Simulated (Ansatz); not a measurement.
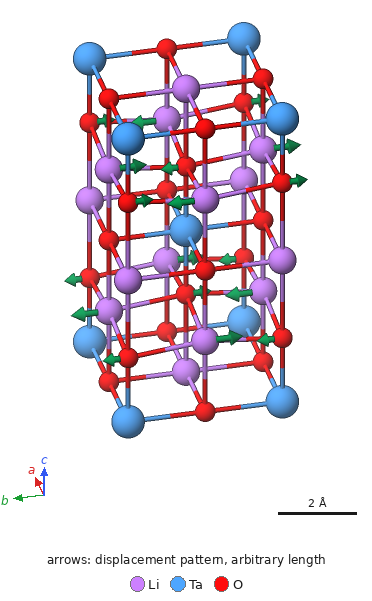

Normal modes of solid Li₃TaO₄, space group I4/mmm (No. 139), at the zone centre. The optical levels lie at 167i, 77 (×2), 300 (×2), 351, 357 (×2), 360, 395 (×2), 400, 411 (×2), 421, 449 (×2), 532 (×2), 583, 701 cm⁻¹. One mode is drawn. The green arrows give the relative displacements of the atoms. Style: ball-and-stick. Shown: the conventional cell (2 times the calculation's cell), from a free direction. Lengths and directions refer to the drawn axes.

These are results of DFT PBEsol, scalar-relativistic, plane waves, PAW (Ansatz 0.2.0), not measurements. Set-up: plane-wave cutoff 420 eV; k-point mesh 10 × 10 × 10; occupations gaussian; smearing width 0.05 eV; no spin polarisation.

Frequencies are those without the non-analytic (LO–TO) term.

Question: Which of these frequencies is the drawn mode's?

Answer: The level at 395 cm⁻¹. This is the E_g mode (doubly degenerate; one member of the set is drawn), optical level 7 of 14, counted from below (1 lower level is imaginary, so the structure is unstable), Raman-active by symmetry. The Li (2b) and Ta and O (4c) atoms stay at rest; all motion is along b; atoms of one kind move against one another, with no net shift of any sublattice; of the bonds it mainly stretches Li–O, some lengthening while others shorten; the kinetic energy is shared as Li 51 %, O 49 %.
